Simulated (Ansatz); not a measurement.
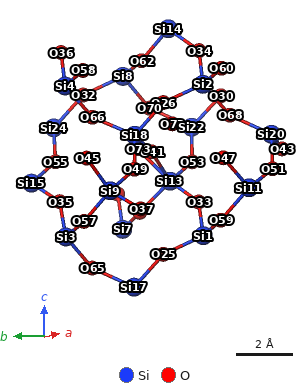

This is the input geometry for a relaxation of a defect cell of composition Si$_{24}$O$_{49}$ (cell charge −1). A ball-and-stick model of the atoms within 5.0 Å of the atom that moves most (axes of the cell of the calculation (origin shifted)), seen from a free direction.

Level of theory: DFT, PBEsol, PAW, plane waves (Ansatz 0.2.0).

Settings: plane-wave cutoff 420 eV; k-point mesh 1 × 1 × 1; mesh shifted by (0.25, 0.25, 0.25); collinear spin; atoms relaxed in a fixed cell; force threshold 0.03 eV/Å; at most 80 steps.

```xyz
73
Lattice="9.9016 0.0000 0.0000 -4.9508 8.5751 0.0000 0.0000 0.0000 10.8859" Properties=species:S:1:pos:R:3 pbc="T T T"
Si    2.3388    0.0046    1.8323
Si    2.3532    0.0260    7.2577
Si   -0.1310    4.2814    1.8161
Si   -0.1393    4.3044    7.2287
Si    2.3280    8.5593    1.8304
Si    2.2929    8.5326    7.2218
Si    4.7852    4.2976    1.7957
Si    4.8134    4.3063    7.2763
Si   -1.1773    2.0555    3.5978
Si    8.7301    2.0200    9.0795
Si   -3.6233    6.3117    3.6716
Si    6.2563    6.2882    9.0777
Si    3.7964    1.9812    3.6440
Si    3.7625    2.0338    9.1099
Si    1.3165    6.3004    3.6050
Si    1.3311    6.3296    9.0967
Si    1.3427    2.2728   10.8705
Si    1.3063    2.2306    5.4348
Si   -1.1806    6.5646    0.0106
Si   -1.1664    6.5598    5.4358
Si    6.2531    2.2602    0.0225
Si    6.2594    2.2644    5.4243
Si    3.7656    6.5679    0.0052
Si    3.7779    6.5535    5.4327
O     1.3768    1.1344    1.1893
O     1.3552    1.1265    6.6330
O    -1.0970    5.4392    1.1288
O    -1.1470    5.4470    6.6141
O     6.3463    1.1094    1.1849
O     6.3238    1.1457    6.5805
O     3.8464    5.4491    1.1794
O     3.8556    5.4287    6.6362
O     3.2838    0.6233    2.9678
O     3.2586    0.5958    8.3980
O     0.7774    4.9411    3.0102
O     0.7826    4.8889    8.3575
O     8.2221    0.6257    3.0156
O     8.2048    0.6338    8.4110
O     5.7406    4.9321    2.9862
O     5.7226    4.9064    8.4025
O     2.2629    2.0077    4.7897
O     2.7702    2.5061   10.2425
O     0.2727    6.8028    4.8198
O     0.3108    6.7849   10.2400
O     7.7284    2.5219    4.8140
O     7.7351    2.5096   10.2470
O     5.2311    6.8477    4.7937
O     5.2534    6.7967   10.2504
O     0.3089    1.7806    4.2886
O     0.3288    1.7727    9.7307
O    -2.1922    6.0467    4.2774
O    -2.2010    6.0294    9.7262
O     5.2488    1.7806    4.2575
O     5.2383    1.7618    9.7563
O     2.7812    6.0276    4.2936
O     2.7750    6.0596    9.7224
O    -1.0829    3.1269    2.4624
O    -1.0993    3.1632    7.8744
O    -3.5792    7.4488    2.4750
O    -3.5842    7.4174    7.9244
O     3.8405    3.1959    2.4913
O     3.8522    3.1327    7.9271
O     1.3447    7.4630    2.4724
O     1.4203    7.4648    7.9069
O     0.7852    3.6627    0.6635
O     0.7919    3.6596    6.0687
O    -1.6839    7.9238    0.6571
O    -1.6826    7.9626    6.1133
O     5.7707    3.6706    0.6177
O     5.7555    3.6976    6.0997
O     3.2896    7.9611    0.6429
O     3.2860    7.9614    6.0978
O     3.2774    3.0094    4.8080
```

Q: Where does the relaxation end?

A: The atom that moves furthest is O41 (1.08 Å along [3 −1 2]). Largest moves by element: O 1.08 Å, Si 0.21 Å. The lattice vectors keep their values. Near-neighbour distances that change, for instance: O41–O73 1.426 → 2.007 Å, Si18–O41 1.175 → 1.707 Å, Si18–O73 2.210 → 1.827 Å, Si13–O41 1.914 → 1.812 Å. New bonds form, among them: Si18–O73 (2.21 → 1.83 Å). Among the angles between lasting bonds that change: Si13–O41–Si18 169.5° → 105.4°, O41–Si13–O61 115.0° → 159.9°, O53–Si13–O73 95.4° → 132.0°. Over 21 geometry steps the energy falls by 15.711 eV per cell of the calculation. The largest force component goes from 45 to 0.0091 eV/Å. Cost: 30 s on 1 × NVIDIA GB300 Max-Q with 8 threads of Arm Neoverse-V2, peak memory 1.9 GiB.

Step by step:

| step | E − E(0), meV/atom | largest force component, eV/Å |
| --- | --- | --- |
| 0 | 0.00 | 45.0107 |
| 1 | -132.37 | 11.9342 |
| 2 | -176.54 | 5.8004 |
| 3 | -196.10 | 1.9599 |
| 4 | -201.76 | 1.0315 |
| 5 | -204.89 | 0.7208 |
| 6 | -206.83 | 0.4351 |
| 7 | -208.29 | 0.2973 |
| 8 | -209.53 | 0.2050 |
| 9 | -210.32 | 0.2309 |
| 10 | -210.91 | 0.1852 |
| 11 | -211.33 | 0.0930 |
| 12 | -211.58 | 0.1647 |
| 13 | -211.68 | 0.3512 |
| 14 | -211.94 | 0.5841 |
| 15 | -212.77 | 0.8280 |
| 16 | -212.95 | 1.0333 |
| 17 | -214.92 | 0.3777 |
| 18 | -215.09 | 0.3133 |
| 19 | -215.17 | 0.2096 |
| 20 | -215.22 | 0.0326 |
| 21 | -215.22 | 0.0091 |

The end point in the same view:

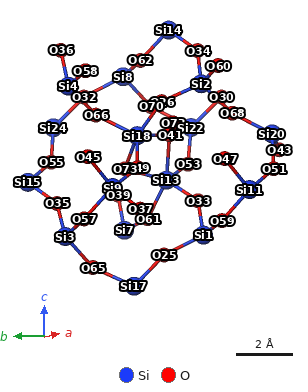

Limits of the set-up: the cell is charged, on a uniform background, and energies carry no finite-size correction.
